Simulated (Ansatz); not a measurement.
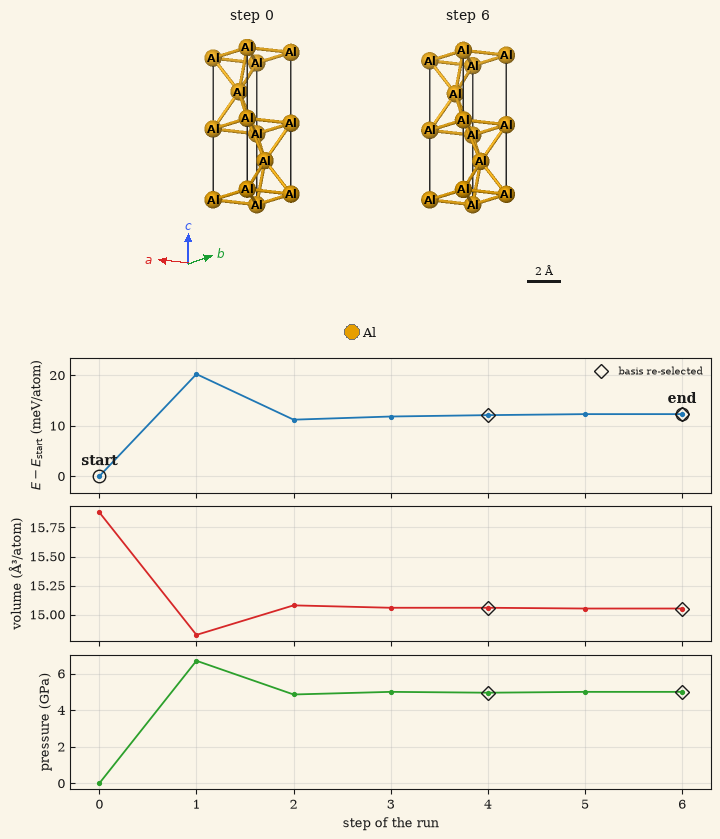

First and last geometry of a relaxation of crystalline Al (set up in P6_3/mmc), with the history of the run. A ball-and-stick model of the cell of the calculation, seen from a free direction.

Case: relaxed at 5 GPa.

The calculation used Ansatz, DFT LDA, scalar-relativistic, plane waves, PAW. Set-up: plane-wave cutoff 420 eV; k-point mesh 18 × 18 × 6; occupations fermi dirac; smearing width 0.15 eV; target pressure 5 GPa; no spin polarisation; cell and atoms relaxed; force threshold 0.001 eV/Å; at most 60 steps.

### What do the curves and the structures tell?

It converged. The atoms keep their places relative to the cell (all moves are under 0.005 Å). Cell: a = b 2.815 → 2.766 Å (−1.7 %), c 9.256 → 9.086 Å (−1.8 %). Volume −5.2 %. Near-neighbour distances that change, for instance: Al–Al 2.828 → 2.777 Å, Al–Al 2.815 → 2.766 Å. The space group stays P6_3/mmc (No. 194). Over 4 accepted moves (6 points after the start) the energy rises by 12.3 meV per atom. With the target pressure of 5 GPa, the enthalpy E + pV changes by −13.6 meV per atom. All forces vanish by symmetry, so only the cell relaxes. The pressure goes from 0.00 to 5.00 GPa. At 2 points the geometry stayed and the basis and grid were re-selected for the new cell (energy shift of 0.3 meV per atom at most each time). Cost: 74 s on 1 thread of Intel(R) Xeon(R) Platinum 8259CL CPU @ 2.50GHz (Skylake/Cascade Lake), with other jobs on the host, peak memory 0.47 GiB.

| step | E − E(0), meV/atom | pressure, GPa | volume, Å³/atom | note |
| --- | --- | --- | --- | --- |
| 0 | 0.00 | 0.00 | 15.880 |  |
| 1 | 20.23 | 6.70 | 14.825 |  |
| 2 | 11.20 | 4.86 | 15.079 |  |
| 3 | 11.83 | 5.00 | 15.058 |  |
| 4 | 12.10 | 4.95 | 15.058 | same geometry, new basis |
| 5 | 12.30 | 5.00 | 15.052 |  |
| 6 | 12.30 | 5.00 | 15.052 | same geometry, new basis |
